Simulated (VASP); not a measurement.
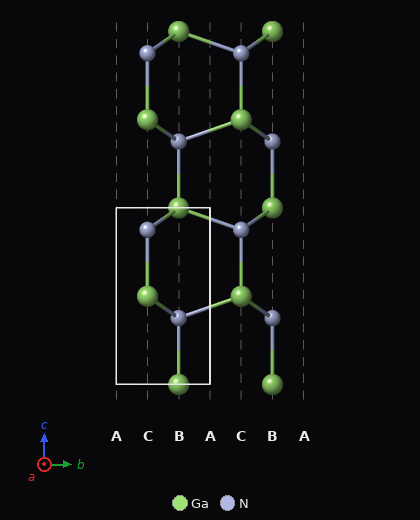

Projection along an edge of the hexagonal mesh, stacking direction c upwards. The dashed lines mark the three columns A (0, 0), B (1/3, 2/3) and C (2/3, 1/3). The sequence starts with the first layer at or above the cell's origin.

The compound is GaN (space group P6_3mc, No. 186), taken as the end point of a relaxation with VASP Kohn-Sham DFT of a periodic cell, PW91, VASP PAW PBE potentials, recommended in VASP.

Question: Read off the stacking sequence over one period.

Answer: Ga(B) – N(B) – Ga(C) – N(C) (four layers in 5.25 Å).

Question: How are the N layers alone stacked?

Answer: N layers alone: BC, the hexagonal close-packed type.

Question: Which positions between or in the N layers do the other atoms fill?

Answer: Ga: two tetrahedral sites, counted in one hexagonal cell.

Question: What short polytype symbol fits?

Answer: Polytype symbol 2H, the symbol of a tetrahedral polytype (number of double layers in the repeat and lattice).

Heights of the layers:

| layer | atoms (column) | height (Å) | to next (Å) |
| --- | --- | --- | --- |
| 1 | Ga(B) | 0.00 | 1.97 |
| 2 | N(B) | 1.97 | 0.65 |
| 3 | Ga(C) | 2.62 | 1.97 |
| 4 | N(C) | 4.59 | 0.65 |
